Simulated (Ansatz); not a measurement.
## Pt: a changed input and its effect

System: Pt (I4/mmm, 2 atoms in the cell).
Method of the first run: DFT, PBEsol, plane waves, PAW, no spin polarisation (Ansatz 0.2.0).

The structure derives from a Materials Project entry. Text and figures count atoms from 1; the logs count them from 0 in places.

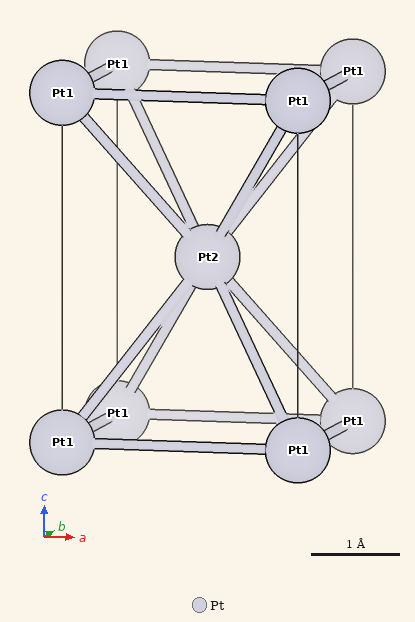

Fig. 1: The structure (ball-and-stick view of the reduced cell, seen slightly off an axis; atoms are numbered from 1 in the order of the input). Near neighbours in the crystal (not all of them lie inside the picture): Pt has 12 Pt at 2.78 to 2.83 Å.

## Input file, the first run
```yaml
crystal:
  lattice:
    - [4.0056786547, 0.0, 1.0e-10]
    - [0.0, 4.0056786547, 0.0]
    - [-2.0028393274, 0.0, 1.9233005903]
  atoms:
    - { symbol: Pt, position: [0.0, 0.0, 0.0] }
    - { symbol: Pt, position: [0.5, 0.5, 0.0] }
basis:
  xc_grid: 2
kpoints:
  mp_grid: { grid: [9, 9, 18] }
hamiltonian:
  xc: pbesol
scf:
  occupations: { method: gaussian, width: 0.1 }
  eigensolver: { kind: davidson }
output:
  forces: true
  eigenvalues: true
  stress: true
```

Command:
```bash
ansatz run input.yaml --threads 8 --pin off --max-ram 20480MiB --backend cpu --events-out ev --progress --plain --runs-dir out
```

Hardware: 8 threads of Intel Xeon @ 2.70GHz, 189 GiB of memory available, shared host.

## Output, shortened to warnings, some set-up lines, iterations and results (the first run)
```
Basis set: ecut = 420 eV, 617 PW (Γ), exchange–correlation on 54×54×40 points (8 copies of the dense FFT grid, shifted against one another)
Symmetry: 16 space group operations
k-points: 250 of 1458
Initial density: superposition of atomic densities (neutral atoms: chi_scale 0, normalization atom), corrected by the library's trained network
[...]
SCF iter   1: F=—  HF=-24767.624139 eV  |F-HF|=—  |Δ(HF+E_count)|=         —  Δρ=7.18e-3  dr2=1.25e-2  ethr=1.77e-3  ⟨swp⟩=6.5  Hψ=21788  notcnv=0
SCF iter   2: F=—  HF=-24767.621649 eV  |F-HF|=—  |Δ(HF+E_count)|=   2.49e-3  Δρ=3.55e-3  dr2=3.02e-3  ethr=3.48e-5  ⟨swp⟩=2.8  Hψ=10549  notcnv=0  defer=3
SCF iter   3: F=—  HF=-24767.620927 eV  |F-HF|=—  |Δ(HF+E_count)|=   7.22e-4  Δρ=4.60e-4  dr2=3.20e-5  ethr=8.41e-8  ⟨swp⟩=3.0  Hψ=23779  notcnv=0
SCF iter   4: F=—  HF=-24767.620933 eV  |F-HF|=—  |Δ(HF+E_count)|=   6.14e-6  Δρ=8.70e-5  dr2=1.99e-6  ethr=8.41e-8  ⟨swp⟩=2.0  Hψ=10090  notcnv=0
SCF iter   5: F=-24767.620933 eV  HF=-24767.620933 eV  |F-HF|=7.75e-9  |Δ(HF+E_count)|=   1.79e-7  Δρ=2.13e-5  dr2=7.18e-8  ethr=5.52e-9  ⟨swp⟩=2.7  Hψ=10378  notcnv=0
SCF iter   6: F=-24767.620933 eV  HF=-24767.620933 eV  |F-HF|=6.88e-10  |Δ(HF+E_count)|=   1.89e-9  Δρ=4.71e-6  dr2=3.95e-9  ethr=1.99e-10  ⟨swp⟩=2.9  Hψ=10787  notcnv=0
SCF 1 converged in 6 iterations: F = -24767.620933 eV  dr2 = 3.95e-9
  Residual-converged pass: ⟨swp⟩=3.0  Hψ=11741  notcnv=0  max |occ|·‖R‖ = 6.6e-6 eV (tolerance 6.7e-6 eV)  dr2=4.18e-9  dr2_onsite=2.43e-10  max |Δocc| = 1.0e-8
SCF converged after 6 iterations
Free energy (F): -24767.620933 eV
Harris-Foulkes:  -24767.620933 eV  (|F-HF|=6.88e-10)
Internal energy: -24767.601375 eV  (E = F + TS)
E sigma→0 (E₀):  -24767.611154 eV
Entropy (-TS):   -0.019557 eV (-9.779 meV/atom)
Fermi energy:    22.517424 eV
--- Per-component energies (eV) ---
  E_band       = -285.021343
  E_kinetic    = 1274.152566
  E_local      = -2986.768896  (includes V_loc(G=0)·N_el)
  E_nonlocal   = 405.885665
  E_hartree    = 1103.724639
  E_xc         = -520.123105
  E_vxc        = -604.084539  (∫ρ·V_xc dr)
  E_paw        = -18632.459849  (= ΣΔE_a)
  E_vpaw       = -581.654524  (= ΣTr[D̂ρ^β])
  E_aug_tail   = 0.000388  (compensation charges beyond the density's cutoff)
  E_ewald      = -5412.586746
  E_core_change = 0.573962  (= ΣΔE_core)
  E_smearing   = -0.019557  (= −TS)
  E_closure    = -0.000000  (closes the sum)
  Σ components = -24767.620933   (vs F -24767.620933, Δ=0.00e0)
--- Forces (eV/Å), atoms counted from 1 ---
  atom   1  Pt    -0.00000000     0.00000000    -0.00000000
  atom   2  Pt     0.00000000     0.00000000     0.00000000
  max |Σ_I F_I| component: 1.01e-29 eV/Å
--- Stress (GPa, compression-positive) ---
       -8.046311       0.000000      -0.000000
        0.000000      -8.046312      -0.000000
       -0.000000      -0.000000      -4.311815
  P = ⅓ Tr σ = -6.8015 GPa (-68.015 kbar)
```

For the second run the input was changed thus:
```diff
-  xc_grid: 2
+  ecutwfc: 500
-  xc: pbesol
+  xc: r2scan
-  eigensolver: { kind: davidson }
+  write_density: true
+  write_potential: true
+  elf: true
+  volumetric_format: npy
```

Predict how the results change.

The total energies belong to different methods, so their difference says nothing on which is more stable or more accurate. The pressure goes from −6.80 to −2.24 GPa. The functional changes from PBEsol to r2SCAN. The SCF takes 7 iterations against 6. The plane waves at Γ go from 617 to 779. On the same kind of shared host the second run took about 2 times as long.

## Output, shortened to warnings, some set-up lines, iterations and results (the second run)
```
Basis set: ecut = 500 eV, 779 PW (Γ), exchange–correlation on 120×120×96 points (64 copies of the dense FFT grid, shifted against one another)
Symmetry: 16 space group operations
k-points: 250 of 1458
Initial density: superposition of atomic densities (neutral atoms: chi_scale 0, normalization atom), corrected by the library's trained network
[...]
SCF iter   1: F=—  HF=-25073.562031 eV  |F-HF|=—  |Δ(HF+E_count)|=         —  Δρ=1.39e-2  dr2=4.66e-2  dr2_τ=2.17e-2  ethr=1.77e-3  ⟨swp⟩=5.1  Hψ=22476  notcnv=0
SCF iter   2: F=—  HF=-25073.569972 eV  |F-HF|=—  |Δ(HF+E_count)|=   7.94e-3  Δρ=6.42e-3  dr2=8.26e-3  dr2_τ=1.38e-3  ethr=1.29e-4  ⟨swp⟩=2.2  Hψ=9720  notcnv=0  defer=1
SCF iter   3: F=—  HF=-25073.570613 eV  |F-HF|=—  |Δ(HF+E_count)|=   6.41e-4  Δρ=1.76e-3  dr2=5.76e-4  dr2_τ=2.54e-5  ethr=2.30e-5  ⟨swp⟩=2.0  Hψ=7574  notcnv=0  defer=1
SCF iter   4: F=—  HF=-25073.570898 eV  |F-HF|=—  |Δ(HF+E_count)|=   2.85e-4  Δρ=4.12e-4  dr2=3.36e-5  dr2_τ=2.78e-6  ethr=1.60e-6  ⟨swp⟩=2.0  Hψ=7927  notcnv=0  defer=1
SCF iter   5: F=—  HF=-25073.570939 eV  |F-HF|=—  |Δ(HF+E_count)|=   4.10e-5  Δρ=1.23e-4  dr2=4.20e-6  dr2_τ=2.24e-7  ethr=9.34e-8  ⟨swp⟩=2.5  Hψ=10010  notcnv=0  defer=1
SCF iter   6: F=—  HF=-25073.570943 eV  |F-HF|=—  |Δ(HF+E_count)|=   4.29e-6  Δρ=2.35e-5  dr2=1.41e-7  dr2_τ=3.44e-8  ethr=1.17e-8  ⟨swp⟩=2.0  Hψ=7996  notcnv=0  defer=1
SCF iter   7: F=-25073.570943 eV  HF=-25073.570943 eV  |F-HF|=3.49e-9  |Δ(HF+E_count)|=   7.57e-8  Δρ=9.18e-6  dr2=2.19e-8  dr2_τ=6.63e-10  ethr=2.78e-10  ⟨swp⟩=7.7  Hψ=33289 …
SCF 1 converged in 7 iterations: F = -25073.570943 eV  dr2 = 2.19e-8
SCF converged after 7 iterations
Free energy (F): -25073.570943 eV
Harris-Foulkes:  -25073.570943 eV  (|F-HF|=3.49e-9)
Internal energy: -25073.552576 eV  (E = F + TS)
E sigma→0 (E₀):  -25073.561759 eV
Entropy (-TS):   -0.018367 eV (-9.184 meV/atom)
Fermi energy:    22.420972 eV
--- Per-component energies (eV) ---
  E_band       = -315.289998
  E_kinetic    = 1275.200051
  E_local      = -2992.369444  (includes V_loc(G=0)·N_el)
  E_nonlocal   = 404.119509
  E_hartree    = 1112.377020
  E_xc         = -500.118008
  E_vxc        = -674.889371  (∫ρ·V_xc dr)
  E_paw        = -18959.712277  (= ΣΔE_a)
  E_vpaw       = -595.232361  (= ΣTr[D̂ρ^β])
  E_aug_tail   = 0.000307  (compensation charges beyond the density's cutoff)
  E_vtau       = 43.119853  (kinetic-family band-sum trace: ∫τ·v_τ [+ j·A + Jᵃ·Aᵃ] dr)
  E_ewald      = -5412.586746
  E_core_change = -0.462989  (= ΣΔE_core)
  E_smearing   = -0.018367  (= −TS)
  E_closure    = 0.000000  (closes the sum)
  Σ components = -25073.570943   (vs F -25073.570943, Δ=0.00e0)
--- Forces (eV/Å), atoms counted from 1 ---
  atom   1  Pt     0.00000000     0.00000000     0.00000000
  atom   2  Pt    -0.00000000     0.00000000     0.00000000
  max |Σ_I F_I| component: 1.81e-29 eV/Å
--- Stress (GPa, compression-positive) ---
       -3.349576       0.000000      -0.000000
        0.000000      -3.349576      -0.000000
       -0.000000      -0.000000      -0.009062
  P = ⅓ Tr σ = -2.2361 GPa (-22.361 kbar)
```

## The two runs side by side

| quantity | the first run | the second run |
| --- | --- | --- |
| outcome | converged | converged |
| free energy per atom (eV) | −12383.8105 | −12536.7855 |
| energy per atom, smearing taken to zero (eV) | −12383.8056 | −12536.7809 |
| gap on the mesh (eV) | 0.00 | 0.00 |
| pressure (GPa) | −6.80 | −2.24 |
| largest force (eV/Å) | 0.000 | 0.000 |
| SCF iterations | 6 | 7 |
| irreducible k-points | 250 | 250 |
| plane waves at Γ | 617 | 779 |
| wall time (shared host) | 2.4 s | 4.8 s |

For both runs: Spin–orbit coupling is left out, which matters for Pt. For the first run: The cell is under a tension of 6.8 GPa at this level, so it is not at its equilibrium volume.
